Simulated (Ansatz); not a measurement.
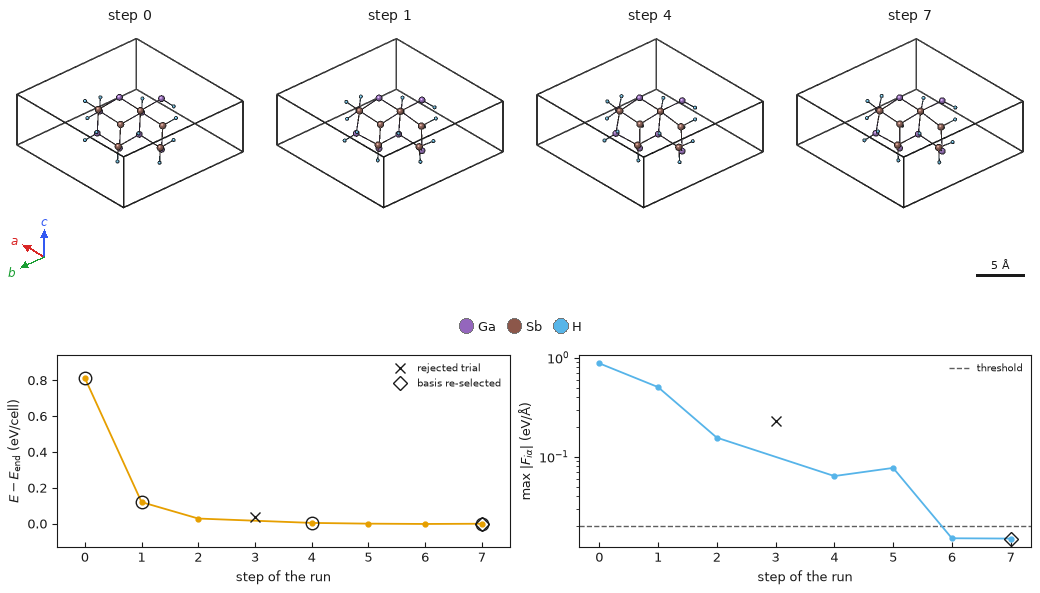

Frames of a relaxation of a wire of composition Ga3Sb3H7, marked on the history of the run. The picture is a ball-and-stick view of the cell of the calculation, with the vacuum cut short, seen from a free direction.

Case: wire along [0 0 1], 12 atoms a period, capped with H.

Method: DFT PBE, scalar-relativistic, plane waves, PAW in Ansatz. Settings: plane-wave cutoff 420 eV; k-point mesh 1 × 1 × 9; occupations gaussian; smearing width 0.05 eV; no spin polarisation; cell relaxed at fixed a, b, alpha, beta, gamma; force threshold 0.02 eV/Å; at most 45 steps.

Q: Describe the path.

A: The energy falls by 0.814 eV per cell of the calculation in 5 accepted moves (7 points after the start). The largest force component goes from 0.88 to 0.015 eV/Å. The line search rejected the trial step at point 3 of the run. At 1 point the geometry stayed and the basis and grid were re-selected for the new cell (energy shift of 1.3 meV per cell of the calculation at most each time). The largest move relative to the centre of the atoms is that of an H atom, 0.25 Å. By element the largest moves are H 0.25 Å, Ga 0.24 Å, Sb 0.23 Å. Along the periodic axis the drawn cell goes c 6.214 → 6.182 Å (−0.5 %). Some distances before and after: Ga–Sb 2.691 → 2.733 Å, Ga–Sb 2.691 → 2.652 Å, Ga–Sb 2.691 → 2.675 Å, Ga–Sb 2.691 → 2.706 Å. Among the angles between lasting bonds that change: H–Ga–H 109.5° → 126.0°, H–Sb–H 109.5° → 95.7°, Sb–Ga–Sb 109.5° → 96.5°. From step 0 to 1: a Sb atom moves most (0.19 Å), energy −0.693 eV per cell of the calculation. From step 1 to 4: an H atom moves most (0.13 Å), energy −0.116 eV per cell of the calculation. From step 4 to 7: H atoms move most (0.10 Å), energy −4.6 meV per cell of the calculation.
